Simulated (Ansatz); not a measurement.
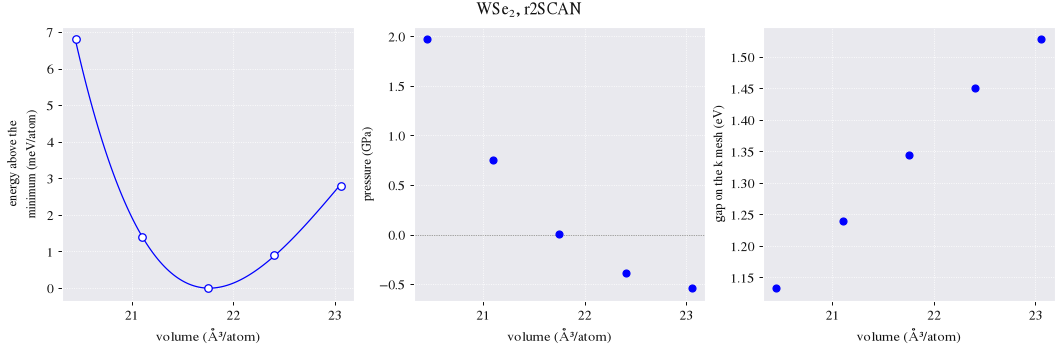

Calculation (Ansatz 0.2.0): third-order Birch-Murnaghan fit to density functional energies at scaled volumes of the given relaxed cell, shape and atoms relaxed at each volume; energies count from the fitted minimum; plane waves with PAW datasets, Γ-centred k mesh. Level: r2SCAN, no spin polarisation.

wave cutoff 500 eV; k mesh 12×12×2; occupations Gaussian; smearing width 0.02 eV.

The given structure:
```cif
data_structure
_symmetry_space_group_name_H-M 'P 1'
_symmetry_Int_Tables_number 1
_cell_length_a 3.3152
_cell_length_b 3.3152
_cell_length_c 13.7125
_cell_angle_alpha 90.000
_cell_angle_beta 90.000
_cell_angle_gamma 120.000
_cell_volume 130.52
loop_
_atom_site_label
_atom_site_type_symbol
_atom_site_fract_x
_atom_site_fract_y
_atom_site_fract_z
_atom_site_occupancy
W1 W 0.33333 0.66667 0.25000 1
W2 W 0.66667 0.33333 0.75000 1
Se1 Se 0.33333 0.66667 0.62883 1
Se2 Se 0.66667 0.33333 0.12883 1
Se3 Se 0.33333 0.66667 0.87117 1
Se4 Se 0.66667 0.33333 0.37117 1
```

**Figure.** Energy above the minimum, pressure and gap on the k mesh against volume for WSe₂, space group P6_3/mmc (No. 194).

A third-order Birch–Murnaghan fit gives V0 = 21.76 Å³/atom, B0 = 18.5 GPa. The energy above the minimum is 6.8 meV/atom at volume 20.448 Å³/atom and 2.8 meV/atom at 23.058 Å³/atom; the lowest computed point is at volume 21.753 Å³/atom (0.0 meV/atom), and no other minimum shows. The pressure falls from 1.97 GPa at volume 20.448 Å³/atom to −0.54 GPa at 23.058 Å³/atom, and changes sign near 21.77 Å³/atom. The gap on the k mesh stays open and runs from 1.133 eV at volume 20.448 Å³/atom to 1.528 eV at 23.058 Å³/atom.

Note: pressure derivative unusual.

One of the inputs:
```
crystal:
  lattice:
    - [3.29, 0.0, 0.0]
    - [-1.645, 2.8492235785, 0.0]
    - [0.0, 0.0, 12.97]
  atoms:
    - { symbol: W, position: [0.3333333333, 0.6666666667, 0.25] }
    - { symbol: W, position: [0.6666666667, 0.3333333333, 0.75] }
    - { symbol: Se, position: [0.3333333333, 0.6666666667, 0.621] }
    - { symbol: Se, position: [0.6666666667, 0.3333333333, 0.121] }
    - { symbol: Se, position: [0.3333333333, 0.6666666667, 0.879] }
    - { symbol: Se, position: [0.6666666667, 0.3333333333, 0.379] }
basis:
  ecutwfc: 500
kpoints:
  mp_grid: { grid: [12, 12, 2] }
hamiltonian:
  xc: r2scan
scf:
  occupations: { method: gaussian, width: 0.02 }
output:
  forces: true
  stress: true
  eigenvalues: true
relax:
  adjacent_minimum: "off"
  f_tol: 0.005
  max_steps: 80
  cell: { stress_tol: 0.05 }
```

Command:
```bash
ansatz run input.yaml --threads 2 --pin off --max-ram 5120MiB --backend cpu --events-out ev --progress --plain --runs-dir out
```
